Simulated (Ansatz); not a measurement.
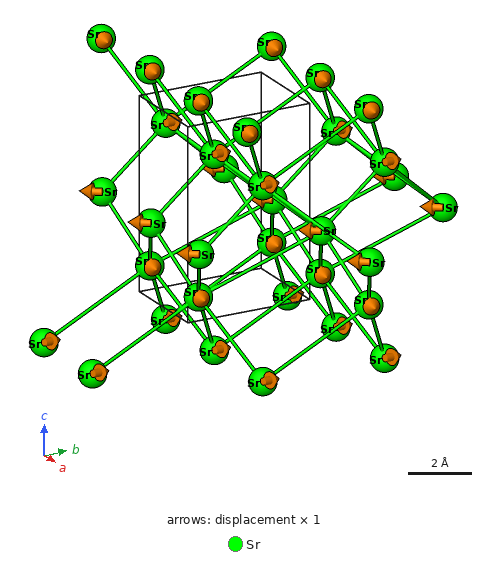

This is a relaxation of a crystal of Sr (built on the Se_154 type) (coarse preliminary run). The starting structure is drawn; orange arrows show the displacements (the part carried along by the change of the cell is left out), at their true length.

Style: ball-and-stick. Shown: the cell of the calculation, repeated 2 × 1 × 1 with one cell outlined, slightly off an axis.

Case: Se type (P3_221, No. 154).

The calculation used Ansatz 0.2.0, DFT PBE, scalar-relativistic, plane waves, PAW. Set-up: plane-wave cutoff 420 eV; k-point mesh 6 × 6 × 4; occupations gaussian; smearing width 0.1 eV; no spin polarisation; cell and atoms relaxed; force threshold 0.04 eV/Å; at most 70 steps.

Describe the change and its energy.

The largest moves relative to the cell, 0.78 Å, are those of Sr atoms. Cell: a = b 5.616 → 6.713 Å (+19.5 %), c 6.382 → 4.156 Å (−34.9 %). Volume −6.9 %. Near-neighbour distances that change, for instance: Sr–Sr 6.382 → 4.156 Å, Sr–Sr 2.997 → 4.117 Å, Sr–Sr 4.471 → 4.116 Å. Among the angles between lasting bonds that change: Sr–Sr–Sr 104.8° → 70.7°, Sr–Sr–Sr 77.8° → 109.3°, Sr–Sr–Sr 99.9° → 70.7°. The space group (tolerance 0.01 Å) goes from P3_221 (No. 154) to R-3m (No. 166). The energy falls by 1186 meV per atom in 11 accepted moves (12 points after the start). Largest force component: 2.6 eV/Å at the start, 0.0016 eV/Å at the end. The pressure goes from 1.21 to −0.07 GPa. At 1 point the geometry stayed and the basis and grid were re-selected for the new cell (energy shift of 1.0 meV per atom at most each time). The run took of the order of 100 core-seconds on a shared host.
